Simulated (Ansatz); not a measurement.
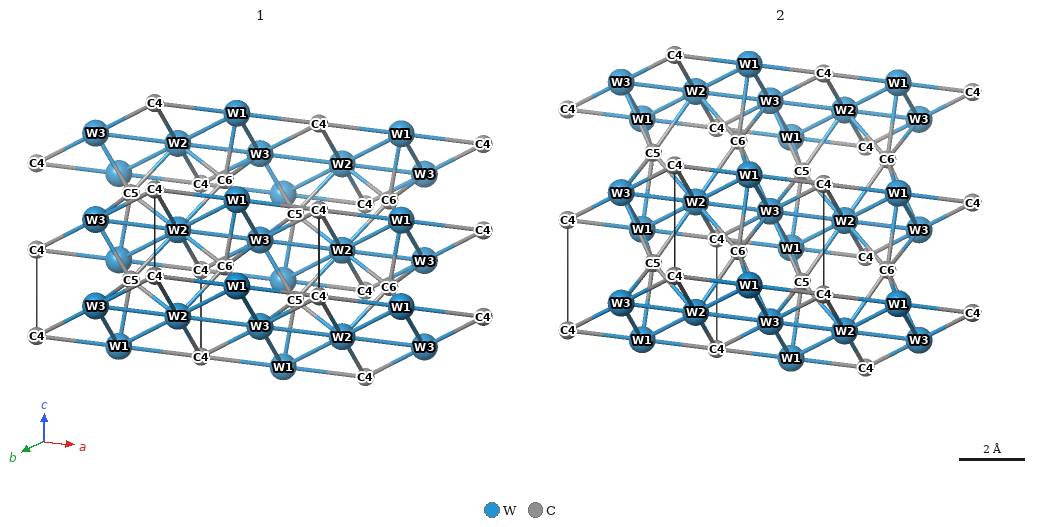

Two geometries of a crystal of WC (a generated structure, set up in P6/mmm) (coarse preliminary run), drawn at one scale. One is the start of a relaxation, the other its converged end. The picture is a ball-and-stick view of the cell of the calculation, repeated 2 × 1 × 2 with one cell outlined, seen from a free direction.

The calculation used DFT PBE, scalar-relativistic, plane waves, PAW in Ansatz 0.2.0. (plane-wave cutoff 420 eV; k-point mesh 6 × 6 × 4; occupations gaussian; smearing width 0.1 eV; no spin polarisation; cell and atoms relaxed; force threshold 0.04 eV/Å; at most 70 steps)

> Which of the two is the end point?

Structure 1 is the relaxed one. After 9 accepted moves (12 points after the start) the energy has fallen by 4.301 eV per cell of the calculation. All forces vanish by symmetry, so only the cell relaxes. The pressure goes from 8.35 to 0.00 GPa. The line search rejected the trial step at point 6 of the run. The SCF was repeated twice at an unchanged geometry on a basis and grid sized afresh for the cell, which shifted the energy by 32.7 meV per cell of the calculation at most. No atom moves by more than 0.005 Å relative to the cell. The drawn cell changes as follows: a = b 4.787 → 5.282 Å (+10.4 %), c 3.962 → 3.099 Å (−21.8 %); the volume changes by −4.8 %. Some distances before and after: W1–W1 3.962 → 3.099 Å, W1–C4 2.393 → 2.641 Å, W1–W2 2.393 → 2.641 Å, W1–C5 2.415 → 2.174 Å. Bond angles that change, for instance: W1–C5–W1 110.2° → 90.9°, W1–C5–W2 59.4° → 74.8°, W1–C5–W2 146.8° → 138.9°. The space group stays P6/mmm (No. 191).

Limits of the set-up: the k-point mesh is coarse for a cell with partly filled bands.
